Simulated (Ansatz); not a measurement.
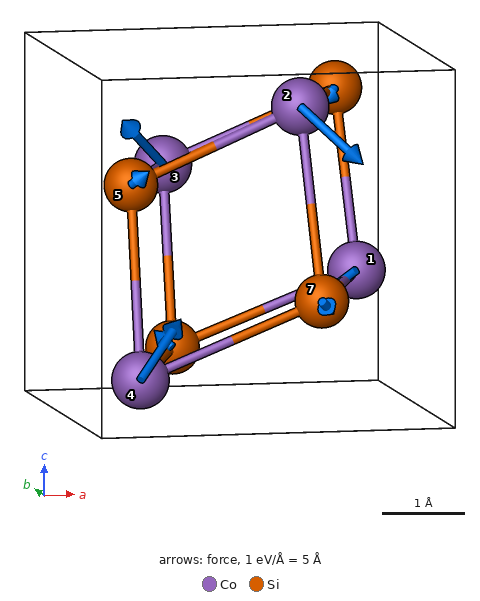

Starting geometry of crystalline CoSi (set up in P2_13) with the computed forces as blue arrows. The picture is a ball-and-stick view of the cell of the calculation, seen slightly off an axis.

The run lets cell and atoms move.

The calculation used Ansatz 0.2.0, Kohn-Sham DFT of a periodic cell, PBEsol with D3(BJ), Ansatz PAW.

Input
```yaml
crystal:
  lattice:
    - [4.438, 0.0, 0.0]
    - [0.0, 4.438, 0.0]
    - [0.0, 0.0, 4.438]
  atoms:
    - { symbol: Co, position: [0.86, 0.64, 0.36], spin: 2.0 }
    - { symbol: Co, position: [0.64, 0.36, 0.86], spin: 2.0 }
    - { symbol: Co, position: [0.36, 0.86, 0.64], spin: 2.0 }
    - { symbol: Co, position: [0.14, 0.14, 0.14], spin: 2.0 }
    - { symbol: Si, position: [0.157, 0.343, 0.657] }
    - { symbol: Si, position: [0.343, 0.657, 0.157] }
    - { symbol: Si, position: [0.657, 0.157, 0.343] }
    - { symbol: Si, position: [0.843, 0.843, 0.843] }
hamiltonian:
  xc: pbesol
  pseudopotentials: { kind: paw }
  dispersion: d3bj
magnetization:
  spin_polarized: true
kpoints:
  mp_grid: { grid: [6, 6, 6] }
scf:
  occupations: { method: fermi_dirac, width: 0.05 }
output:
  forces: true
  stress: true
  write_density: true
  write_potential: true
  elf: true
  volumetric_format: npy
relax:
  f_tol: 0.01
  max_steps: 40
  cell: { stress_tol: 0.05 }
```

Run as
```bash
ansatz run input.yaml --threads 4 --pin off --max-ram 11264MiB --backend cpu --events-out ev --progress --plain --runs-dir out
```

Is this structure relaxed? If not, where do the atoms go?

It isn't relaxed: the largest force vector, on Co atoms, is 0.23 eV/Å. The atoms end up moving mostly along the starting forces (cosine between the two patterns 0.92). After 4 accepted moves (5 points after the start) the energy has fallen by 0.272 eV per cell of the calculation. Largest force component: 0.13 eV/Å at the start, 0.0048 eV/Å at the end. The pressure goes from −13.61 to −0.04 GPa. The SCF was repeated once at an unchanged geometry on a basis and grid sized afresh for the cell, which shifted the energy by 2.7 meV per cell of the calculation at most. The largest moves relative to the cell, 0.049 Å, are those of Co atoms. By element the largest moves are Co 0.049 Å, Si 0.005 Å. The volume changes by −6.2 %, with a = b = c 4.438 → 4.345 Å (−2.1 %). Among the contacts that change: Co–Si 2.466 → 2.375 Å, Co–Si 2.326 → 2.296 Å, Co–Si 2.283 → 2.279 Å. The space group stays P2_13 (No. 198). The program noted that the starting moments weren't kept.
